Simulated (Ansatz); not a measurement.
Ba₁₆H: several calculations on one system

**1. Relaxation**

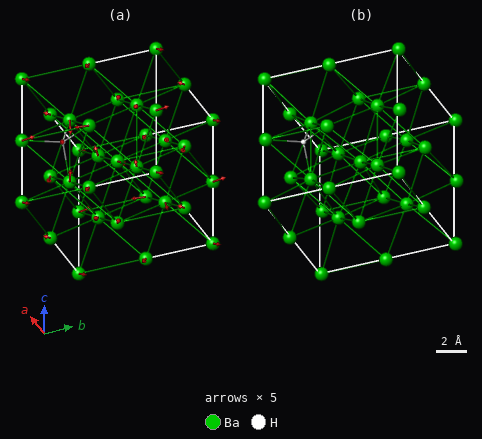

The structure of a defect cell of composition Ba16H before (left) and after (right) a relaxation, at one scale. The red arrows give the displacements, magnified 5 times.

A ball-and-stick model of the cell of the calculation, seen from a free direction.

It is an interstitial H in bcc Ba. The run prepares the start of a later molecular dynamics calculation, from a guessed geometry. The atoms of the start lie slightly off their symmetric places, so part of the fall in energy undoes that.

Computed with DFT PBE-D3(BJ), scalar-relativistic, plane waves, PAW (Ansatz 0.2.0).

Input
```yaml
accuracy: low
crystal:
  lattice:
    - [10.04, 0.0, 0.0]
    - [0.0, 10.04, 0.0]
    - [0.0, 0.0, 10.04]
  atoms:
    - { symbol: Ba, position: [0.0, 0.0, 0.0] }
    - { symbol: Ba, position: [0.5, 0.0, 0.0] }
    - { symbol: Ba, position: [0.0, 0.5, 0.0] }
    - { symbol: Ba, position: [0.0, 0.0, 0.5] }
    - { symbol: Ba, position: [0.25, 0.25, 0.25] }
    - { symbol: Ba, position: [0.5, 0.5, 0.0] }
    - { symbol: Ba, position: [0.5, 0.0, 0.5] }
    - { symbol: Ba, position: [0.75, 0.25, 0.25] }
    - { symbol: Ba, position: [0.0, 0.5, 0.5] }
    - { symbol: Ba, position: [0.25, 0.75, 0.25] }
    - { symbol: Ba, position: [0.25, 0.25, 0.75] }
    - { symbol: Ba, position: [0.5, 0.5, 0.5] }
    - { symbol: Ba, position: [0.75, 0.75, 0.25] }
    - { symbol: Ba, position: [0.75, 0.25, 0.75] }
    - { symbol: Ba, position: [0.25, 0.75, 0.75] }
    - { symbol: Ba, position: [0.75, 0.75, 0.75] }
    - { symbol: H, position: [0.8827652, 0.2551214, 0.494306] }
basis:
  ecutwfc: 420.0
kpoints:
  mp_grid: { grid: [2, 2, 2] }
hamiltonian:
  xc: pbe
  dispersion: d3bj
scf:
  occupations: { method: fermi_dirac, width: 0.15 }
  lower_state_search: "off"
relax:
  f_tol: 0.08
  max_steps: 25
  adjacent_minimum: "off"
```

Launched with:
```bash
ansatz run input.yaml --threads 4 --pin off --max-ram 10240MiB --backend cpu --events-out ev --progress --plain --runs-dir out
```

Question: What changed between the two?

Answer: The atom that moves furthest is Ba14 (0.23 Å roughly along −c). By element the largest moves are Ba 0.23 Å, H 0.09 Å. The lattice vectors keep their values. Among the contacts that change: Ba8–Ba14 5.020 → 4.569 Å, Ba4–Ba9 5.020 → 4.592 Å, Ba14–H17 2.893 → 2.634 Å, Ba4–Ba14 4.347 → 4.139 Å. Bond angles that change, for instance: Ba4–H17–Ba9 129.7° → 122.1°, Ba4–H17–Ba14 99.1° → 103.8°, Ba8–H17–Ba14 124.0° → 120.6°. The energy falls by 0.166 eV per cell of the calculation in 4 geometry steps. The largest force component goes from 0.35 to 0.012 eV/Å.

Limits of the set-up: the program's low-accuracy preset was used.

**2. Dynamics**

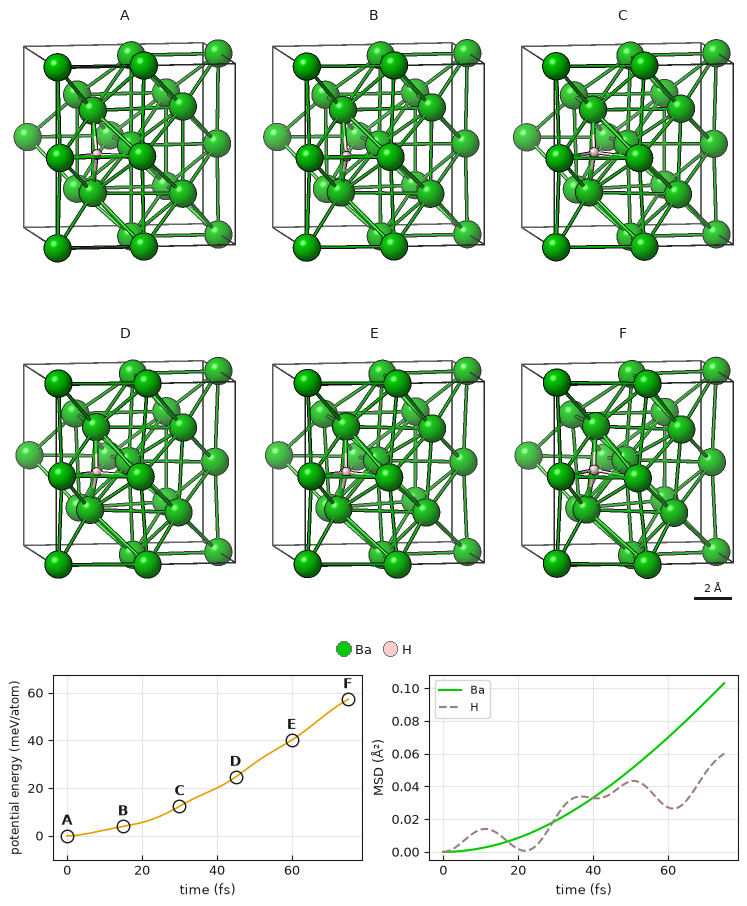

First-principles dynamics of Ba with an interstitial H (17 atoms in the cell), 75 fs long. Frames (A at 0 fs, B at 15 fs, C at 30 fs, D at 45 fs, E at 60 fs, F at 75 fs) and the history of the run. The picture is a ball-and-stick view of the simulation cell, seen slightly off an axis. Bonds to atoms that aren't drawn are left out.

Computed with DFT PBE-D3(BJ), scalar-relativistic, plane waves, PAW (Ansatz 0.2.0). Settings: plane-wave cutoff 420 eV; k-point mesh 2 × 2 × 2; Fermi-Dirac smearing 0.15 eV; low-accuracy preset; constant energy (NVE); velocities drawn for 1200 K; time step 0.5 fs.

Input file:
```yaml
accuracy: low
crystal:
  lattice:
    - [10.04, 0.0, 0.0]
    - [0.0, 10.04, 0.0]
    - [0.0, 0.0, 10.04]
  atoms:
    - { symbol: Ba, position: [-0.00711414, 0.00960667, -0.00039181] }
    - { symbol: Ba, position: [0.51037776, -0.00701631, -0.00024472] }
    - { symbol: Ba, position: [-0.00717958, 0.49100687, -0.00039592] }
    - { symbol: Ba, position: [0.00394736, 0.02152432, 0.4997366] }
    - { symbol: Ba, position: [0.26339292, 0.25031669, 0.23971092] }
    - { symbol: Ba, position: [0.5104585, 0.50762684, -0.00024614] }
    - { symbol: Ba, position: [0.48660329, -0.009571, 0.49962811] }
    - { symbol: Ba, position: [0.74761477, 0.25032762, 0.27215012] }
    - { symbol: Ba, position: [0.00374489, 0.47893562, 0.49973168] }
    - { symbol: Ba, position: [0.24065815, 0.75024709, 0.2413887] }
    - { symbol: Ba, position: [0.26351811, 0.25031559, 0.75961913] }
    - { symbol: Ba, position: [0.48658549, 0.51025284, 0.49963152] }
    - { symbol: Ba, position: [0.75732171, 0.75035498, 0.25900116] }
    - { symbol: Ba, position: [0.7474207, 0.2503202, 0.72725689] }
    - { symbol: Ba, position: [0.24080409, 0.75024966, 0.75797691] }
    - { symbol: Ba, position: [0.75719259, 0.75035556, 0.74036031] }
    - { symbol: H, position: [0.87741857, 0.25026817, 0.49939255] }
basis:
  ecutwfc: 420.0
kpoints:
  mp_grid: { grid: [2, 2, 2] }
hamiltonian:
  xc: pbe
  dispersion: d3bj
scf:
  occupations: { method: fermi_dirac, width: 0.15 }
  lower_state_search: "off"
md:
  timestep: 0.5
  n_steps: 150
  ensemble: nve
  temperature: 1200.0
  initial_velocities: maxwell_boltzmann
  seed: 247319
```

Launched with:
```bash
ansatz run input.yaml --threads 4 --pin off --max-ram 10240MiB --backend cpu --events-out ev --progress --plain --runs-dir out
```

> Describe the run.

Root-mean-square distances from the starting positions over the second half, with the common drift of all atoms taken out: Ba 0.25 Å, H 0.20 Å. The run lasts only 75 fs, too short to tell vibration from diffusion. Over the second half the temperature averages 896 K (spread ±96 K). The potential energy is still drifting at the end, so the run hasn't reached equilibrium. The potential energy in the second half lies on average 36.9 meV per atom above the first frame.

Limits of the set-up: the program's low-accuracy preset was used.

Cost: 18 min on 4 threads of Intel(R) Xeon(R) Platinum 8488C (Sapphire Rapids) (shared host), peak memory 3.6 GiB.

**3. Energy conservation**

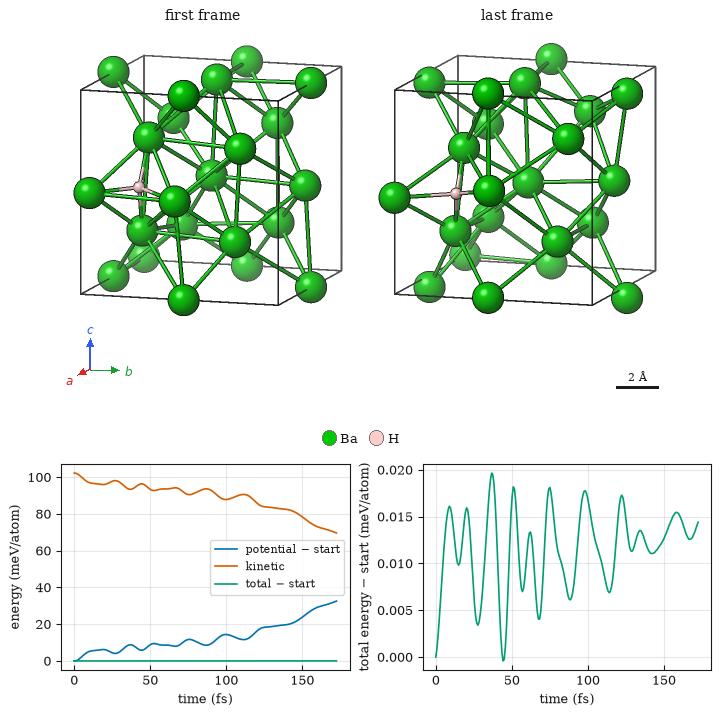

Molecular dynamics of Ba with an interstitial H (17 atoms in the cell), 172 fs long. It starts from the last geometry of an earlier run, with fresh velocities. Style: ball-and-stick. Shown: the simulation cell, slightly off an axis. Bonds to atoms that aren't drawn are left out.

All numbers below come from DFT PBE-D3(BJ), scalar-relativistic, plane waves, PAW (Ansatz 0.2.0). Settings: plane-wave cutoff 420 eV; k-point mesh 2 × 2 × 2; Fermi-Dirac smearing 0.15 eV; low-accuracy preset; constant energy (NVE); velocities drawn for 840 K; time step 0.75 fs.

Q: Check the integration.

A: The total energy stays between −0.00041 and 0.02 meV per atom of its start. A straight-line fit has a slope that amounts to +0.0038 meV per atom over 172 fs (under 0.1 % of the mean kinetic energy), its mean offset in the second half is under 0.1 %, and the ripple about the line is under 0.1 % of the kinetic energy's fluctuation. With a drift under 2 % and a ripple under 7 %, the integration is accurate. The mean temperature in the second half is 682 K (standard deviation 57 K). The potential energy is still drifting at the end, so the run hasn't reached equilibrium. The potential energy in the second half lies on average 19.2 meV per atom above the first frame.

Limits of the set-up: the program's low-accuracy preset was used.

The run took 32 min on 4 threads of Intel(R) Xeon(R) Platinum 8488C (Sapphire Rapids), on a shared host, peak memory 3.7 GiB.
